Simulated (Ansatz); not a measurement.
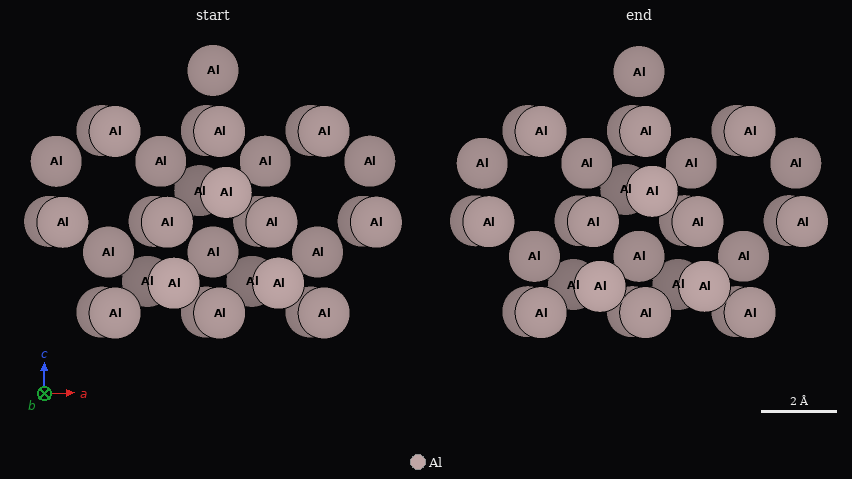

The structure of a slab of composition Al (cut from the P6_3/mmc phase) before (left) and after (right) a relaxation, at one scale.

A spheres-only model of the atoms within 5.0 Å of the atom that moves most (axes of the 3 × 1 repeat of the cell, outlined in the plane, without the vacuum), seen from a free direction.

Case: (1 0 0) slab, atoms relaxed. The slab is the (1 0 0) face of Al.

Theory: Ansatz, DFT r2SCAN, scalar-relativistic, plane waves, PAW. Settings: plane-wave cutoff 500 eV; k-point mesh 12 × 4 × 1; occupations gaussian; smearing width 0.1 eV; no spin polarisation; dipole correction; atoms relaxed in a fixed cell; force threshold 0.02 eV/Å; at most 60 steps.

Q: Describe what moved and what it gained.

A: Over 2 geometry steps the energy falls by 72.6 meV per cell of the calculation. The largest force component goes from 0.32 to 0.0064 eV/Å. The largest moves, 0.12 Å, are those of Al atoms. The lattice vectors keep their values. Near-neighbour distances that change, for instance: Al–Al 2.822 → 2.921 Å, Al–Al 2.831 → 2.765 Å, Al–Al 2.831 → 2.893 Å, Al–Al 2.822 → 2.876 Å. Cost: 11 min on 2 threads of AMD EPYC (Zen 3) (shared host), peak memory 2.4 GiB.
